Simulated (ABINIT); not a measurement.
# Geometry relaxation, with input and output: Zr (part 1 of 3)

Zr (2 atoms in the cell), computed with Kohn-Sham DFT of a periodic cell, PBE with D3, JTH PAW PBE v2.0, no spin polarisation (ABINIT 10.8.3).

The structure derives from an entry of the Crystallography Open Database.

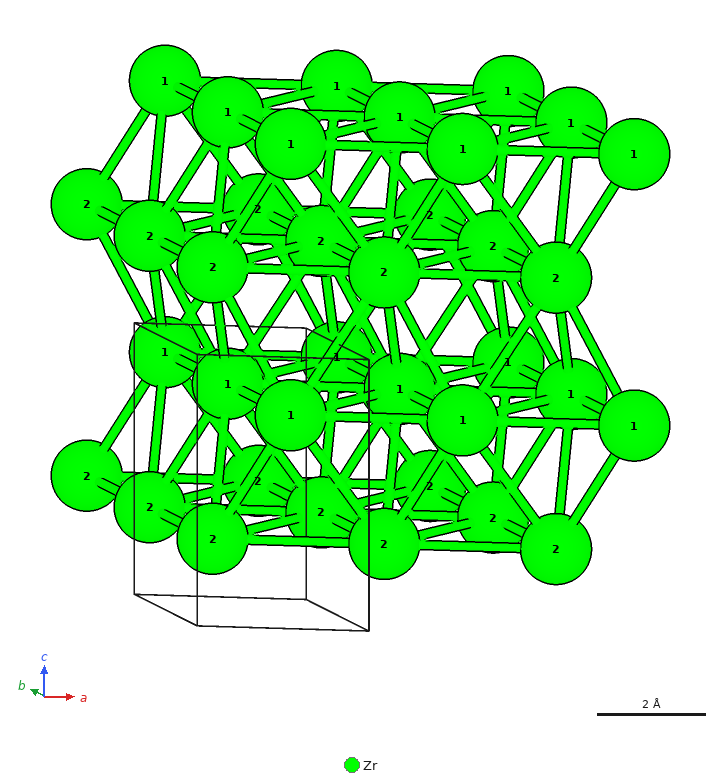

*The starting structure (ball-and-stick view of the cell of the calculation, repeated 3 × 3 × 2, seen slightly off an axis; atoms are numbered from 1 in the order of the input). An atom can appear more than once, as a periodic image.*

Results in brief:

| quantity | value |
| --- | --- |
| outcome | converged |
| space group (tolerance 0.01 Å) | P6₃/mmc (194) |
| electrons treated | 24 |
| free energy | −2586.5119 eV |
| Fermi energy | 11.608 eV |
| gap on the k-point mesh | none (metallic) |
| pressure | −0.01 GPa |
| final volume | 45.01 Å³ |
| largest force (length of the vector) at the end | under 0.001 eV/Å |
| final cell | a = 3.185 Å, b = 3.185 Å, c = 5.124 Å, α = 90.00°, β = 90.00°, γ = 120.00° |
| hardware | 1 thread of Intel Xeon @ 2.50GHz (Skylake/Cascade Lake), 64 GiB of memory available, shared host |
| wall time | 2.6 min |
| peak memory | 0.13 GiB |

Input file:
```
# Pseudopotentials
pp_dirpath "./"
pseudos "Zr.GGA_PBE-JTH.xml"

# Structure
acell 3.232 3.232 5.147 Angstrom
rprim
     1.0000000000     0.0000000000     0.0000000000
    -0.5000000000     0.8660254038     0.0000000000
     0.0000000000     0.0000000000     1.0000000000
ntypat 1
znucl 40
natom 2
typat 1 1
xred
     0.6666666667     0.3333333333     0.7500000000
     0.3333333333     0.6666666667     0.2500000000
chkprim 0
chksymtnons 0
tolsym 1.0e-6

# Plane-wave basis
ecut 17.0
pawecutdg 34.0
pawxcdev 0

# k points
kptopt 1
ngkpt 9 9 5
nshiftk 1
shiftk 0.0 0.0 0.0

# Exchange and correlation
ixc 11
vdw_xc 6

# Bands and occupations
nband 16
occopt 3
tsmear 0.00183747

# SCF cycle
nstep 100
tolvrs 1.0e-9

# Output
iomode 3
prtwf 0
prtden 0
prteig 0
prtebands 0

# Relaxation
ionmov 2
ntime 60
tolmxf 0.0001
optcell 2
dilatmx 1.08
ecutsm 0.5
```

Run as:
```bash
abinit run.abi > log 2>&1
```

What the program printed:
```
.Version 10.8.3 of ABINIT
 Symmetries : space group P6_3/m m c (#194); Bravais hP (primitive hexag.)
================================================================================
 Values of the parameters that define the memory need of the present run
     intxc =       0    ionmov =       2      iscf =      17    lmnmax =      18
     lnmax =       6     mgfft =      40  mpssoang =       3    mqgrid =    3001
     natom =       2  nloc_mem =       2    nspden =       1   nspinor =       1
    nsppol =       1      nsym =      24    n1xccc =       1    ntypat =       1
    occopt =       3   xclevel =       2
       mpw =        1342          nfft =       29160          nkpt =          36
 PAW method is used; the additional fine FFT grid is defined by:
   mgfftf=        60    nfftf =     77760
================================================================================
================================================================================

--------------------------------------------------------------------------------
------------- Echo of variables that govern the present computation ------------
--------------------------------------------------------------------------------
 -outvars: echo values of preprocessed input variables --------
            acell      6.1075948389E+00  6.1075948389E+00  9.7264203700E+00 Bohr
              amu      9.12240000E+01
          chkprim           0
      chksymtnons           0
          dilatmx      1.08000000E+00
             ecut      1.70000000E+01 Hartree
           ecutsm      5.00000000E-01 Hartree
           ionmov           2
              ixc          11
         kptrlatt        9    0    0      0    9    0      0    0    5
          kptrlen      4.86321019E+01
            natom           2
            nband          16
            ngfft          27      27      40
          ngfftdg          36      36      60
             nkpt          36
            nstep         100
             nsym          24
            ntime          60
           ntypat           1
           occopt           3
          optcell           2
        pawecutdg      3.40000000E+01 Hartree
         pawxcdev           0
           prtden           0
        prtebands           0
           prteig           0
            prtwf           0
            rprim      1.0000000000E+00  0.0000000000E+00  0.0000000000E+00
                      -5.0000000000E-01  8.6602540380E-01  0.0000000000E+00
                       0.0000000000E+00  0.0000000000E+00  1.0000000000E+00
          spgroup         194
           tolmxf      1.00000000E-04
           tolsym      1.00000000E-06
           tolvrs      1.00000000E-09
           tsmear      1.83747000E-03 Hartree
            typat      1  1
           useylm           1
           vdw_xc           6
           xangst      1.6160000000E+00  9.3299803503E-01  3.8602500000E+00
                       5.1375683450E-17  1.8659960701E+00  1.2867500000E+00
            xcart      3.0537974195E+00  1.7631107622E+00  7.2948152775E+00
                       9.7085971252E-17  3.5262215244E+00  2.4316050925E+00
             xred      6.6666666667E-01  3.3333333333E-01  7.5000000000E-01
                       3.3333333333E-01  6.6666666667E-01  2.5000000000E-01
            znucl       40.00000

================================================================================

 chkinp: Checking input parameters for consistency.

================================================================================
== DATASET  1 ==================================================================

--- !DatasetInfo
iteration_state: {dtset: 1, }
dimensions: {natom: 2, nkpt: 36, mband: 16, nsppol: 1, nspinor: 1, nspden: 1, mpw: 1342, }
cutoff_energies: {ecut:  17.0, pawecutdg:  34.0, }
electrons: {nelect:   2.40000000E+01, charge:   0.00000000E+00, occopt:   3.00000000E+00, tsmear:   1.83747000E-03, }
meta: {optdriver: 0, ionmov: 2, optcell: 2, iscf: 17, paral_kgb: 0, }
...

 Exchange-correlation functional for the present dataset will be:
  GGA: Perdew-Burke-Ernzerhof functional - ixc=11
  J.P.Perdew, K.Burke, M.Ernzerhof, PRL 77, 3865 (1996)

 Real(R)+Recip(G) space primitive vectors, cartesian coordinates (Bohr,Bohr^-1):
 R(1)=  6.1075948  0.0000000  0.0000000  G(1)=  0.1637306  0.0945299  0.0000000
 R(2)= -3.0537974  5.2893323  0.0000000  G(2)=  0.0000000  0.1890598  0.0000000
 R(3)=  0.0000000  0.0000000  9.7264204  G(3)=  0.0000000  0.0000000  0.1028127
 Unit cell volume ucvol=  3.1421297E+02 bohr^3
 Angles (23,13,12)=  9.00000000E+01  9.00000000E+01  1.20000000E+02 degrees

 Coarse grid specifications (used for wave-functions):

 getcut: wavevector=  0.0000  0.0000  0.0000  ngfft=  27  27  40
         ecut(hartree)=     19.829   => boxcut(ratio)=   2.05160

 Fine grid specifications (used for densities):

 getcut: wavevector=  0.0000  0.0000  0.0000  ngfft=  36  36  60
         ecut(hartree)=     39.658   => boxcut(ratio)=   2.07924

--- Pseudopotential description ------------------------------------------------
- pspini: atom type   1  psp file is ./Zr.GGA_PBE-JTH.xml
 Pseudopotential format is: paw10
 basis_size (lnmax)=  6 (lmn_size= 18), orbitals=   0   0   1   1   2   2
 Spheres core radius: rc_sph= 2.22030268
 Shapefunction is BESSEL type: shapef(r,l)=aa(1,l)*jl(q(1,l)*r)+aa(2,l)*jl(q(2,l)*r)
 Radius for shape functions =  2.22030268
 Compensation charge density is not taken into account in XC energy/potential

   7.48771845E+02                                ecore*ucvol(ha*bohr**3)
--------------------------------------------------------------------------------

================================================================================

=== [ionmov= 2] Broyden-Fletcher-Goldfarb-Shanno method (forces)
================================================================================

--- Iteration: ( 1/60) Internal Cycle: (1/1)
--------------------------------------------------------------------------------

---SELF-CONSISTENT-FIELD CONVERGENCE--------------------------------------------

--- !BeginCycle
iteration_state: {dtset: 1, itime: 1, icycle: 1, }
solver: {iscf: 17, nstep: 100, nline: 4, wfoptalg: 10, }
tolerances: {tolvrs: 1.00E-09, }
...

     iter   Etot(hartree)      deltaE(h)  residm     nres2
 ETOT  1  -94.842337916115    -9.484E+01 5.510E-01 6.726E+00
 ETOT  2  -95.052402844217    -2.101E-01 2.209E-02 1.489E+00
 ETOT  3  -95.052057704164     3.451E-04 1.950E-03 4.250E-01
 ETOT  4  -95.051963795883     9.391E-05 2.481E-03 1.179E-03
 ETOT  5  -95.051967200054    -3.404E-06 1.987E-03 1.344E-04
 ETOT  6  -95.051967273490    -7.344E-08 9.336E-04 2.213E-06
 ETOT  7  -95.051967272767     7.228E-10 1.172E-03 4.908E-07
 ETOT  8  -95.051967273004    -2.368E-10 2.003E-04 1.218E-07
 ETOT  9  -95.051967272958     4.643E-11 5.194E-04 5.959E-09
 ETOT 10  -95.051967272957     2.558E-13 1.540E-04 9.427E-11

 At SCF step   10       nres2   =  9.43E-11 < tolvrs=  1.00E-09 =>converged.

 Cartesian components of stress tensor (hartree/bohr^3)
  sigma(1 1)=  1.13856430E-04  sigma(3 2)=  0.00000000E+00
  sigma(2 2)=  1.13856429E-04  sigma(3 1)=  0.00000000E+00
  sigma(3 3)=  9.00063937E-05  sigma(2 1)=  0.00000000E+00

--- !ResultsGS
iteration_state: {dtset: 1, itime: 1, icycle: 1, }
comment   : Summary of ground state results
lattice_vectors:
- [  6.1075948,   0.0000000,   0.0000000, ]
- [ -3.0537974,   5.2893323,   0.0000000, ]
- [  0.0000000,   0.0000000,   9.7264204, ]
lattice_lengths: [   6.10759,    6.10759,    9.72642, ]
lattice_angles: [ 90.000,  90.000, 120.000, ] # degrees, (23, 13, 12)
lattice_volume:   3.1421297E+02
convergence: {deltae:  2.558E-13, res2:  9.427E-11, residm:  1.540E-04, diffor: null, }
etotal    :  -9.50519673E+01
entropy   :   0.00000000E+00
fermie    :   4.10237062E-01
cartesian_stress_tensor: # hartree/bohr^3
- [  1.13856430E-04,   0.00000000E+00,   0.00000000E+00, ]
- [  0.00000000E+00,   1.13856429E-04,   0.00000000E+00, ]
- [  0.00000000E+00,   0.00000000E+00,   9.00063937E-05, ]
pressure_GPa:  -3.1159E+00
xred      :
- [  6.6667E-01,   3.3333E-01,   7.5000E-01, Zr]
- [  3.3333E-01,   6.6667E-01,   2.5000E-01, Zr]
cartesian_forces: # hartree/bohr
- [  2.20434172E-29,  -3.81803186E-29,  -0.00000000E+00, ]
- [ -2.20434172E-29,   3.81803186E-29,  -0.00000000E+00, ]
force_length_stats: {min:   4.40868344E-29, max:   4.40868344E-29, mean:   4.40868344E-29, }
...

 Integrated electronic density in atomic spheres:
 ------------------------------------------------
 Atom  Sphere_radius  Integrated_density
    1        2.22030          9.02942483
    2        2.22030          9.02942483

---OUTPUT-----------------------------------------------------------------------

 Cartesian coordinates (xcart) [bohr]
  3.05379741946697E+00  1.76311076221152E+00  7.29481527753552E+00
  9.70859712523963E-17  3.52622152442305E+00  2.43160509251184E+00
 Reduced coordinates (xred)
  6.66666666666666E-01  3.33333333333333E-01  7.50000000000000E-01
  3.33333333333333E-01  6.66666666666666E-01  2.50000000000000E-01
 Cartesian forces (fcart) [Ha/bohr]; max,rms= 3.81803E-29 2.54535E-29 (free atoms)
  2.20434172056539E-29 -3.81803185719444E-29 -0.00000000000000E+00
 -2.20434172056539E-29  3.81803185719444E-29 -0.00000000000000E+00
 Gradient of E wrt nuclear positions in reduced coordinates (gred)
 -1.34632261157719E-28  2.69264522315439E-28 -0.00000000000000E+00
  1.34632261157719E-28 -2.69264522315439E-28 -0.00000000000000E+00
 Scale of Primitive Cell (acell) [bohr]
  6.10759483893395E+00  6.10759483893395E+00  9.72642037004736E+00
 Real space primitive translations (rprimd) [bohr]
  6.10759483893395E+00  0.00000000000000E+00  0.00000000000000E+00
 -3.05379741946698E+00  5.28933228663457E+00  0.00000000000000E+00
  0.00000000000000E+00  0.00000000000000E+00  9.72642037004736E+00
 Unitary Cell Volume (ucvol) [Bohr^3]=  3.14212968838758E+02
 Angles (23,13,12)= [degrees]
  9.00000000000000E+01  9.00000000000000E+01  1.19999999999554E+02
 Lengths [Bohr]
  6.10759483893395E+00  6.10759483901626E+00  9.72642037004736E+00
 Stress tensor in cartesian coordinates (strten) [Ha/bohr^3]
  1.13856429615069E-04  0.00000000000000E+00  0.00000000000000E+00
  0.00000000000000E+00  1.13856429338424E-04  0.00000000000000E+00
  0.00000000000000E+00  0.00000000000000E+00  9.00063937480820E-05
 Total energy (etotal) [Ha]= -9.50519672729573E+01

--- Iteration: ( 2/60) Internal Cycle: (1/1)
--------------------------------------------------------------------------------

---SELF-CONSISTENT-FIELD CONVERGENCE--------------------------------------------

--- !BeginCycle
iteration_state: {dtset: 1, itime: 2, icycle: 1, }
solver: {iscf: 17, nstep: 100, nline: 4, wfoptalg: 10, }
tolerances: {tolvrs: 1.00E-09, }
...

     iter   Etot(hartree)      deltaE(h)  residm     nres2
 ETOT  1  -95.052807898620    -9.505E+01 3.508E-03 1.508E-01
 ETOT  2  -95.052236800553     5.711E-04 2.569E-04 5.844E-03
 ETOT  3  -95.052242470156    -5.670E-06 6.317E-05 9.250E-04
 ETOT  4  -95.052243480644    -1.010E-06 1.639E-04 3.725E-06
 ETOT  5  -95.052243488901    -8.258E-09 4.183E-05 1.545E-07
 ETOT  6  -95.052243489466    -5.644E-10 9.865E-05 1.642E-08
 ETOT  7  -95.052243489481    -1.575E-11 2.481E-05 2.716E-09
 ETOT  8  -95.052243489482    -1.847E-13 5.615E-05 6.302E-12

 At SCF step    8       nres2   =  6.30E-12 < tolvrs=  1.00E-09 =>converged.
```
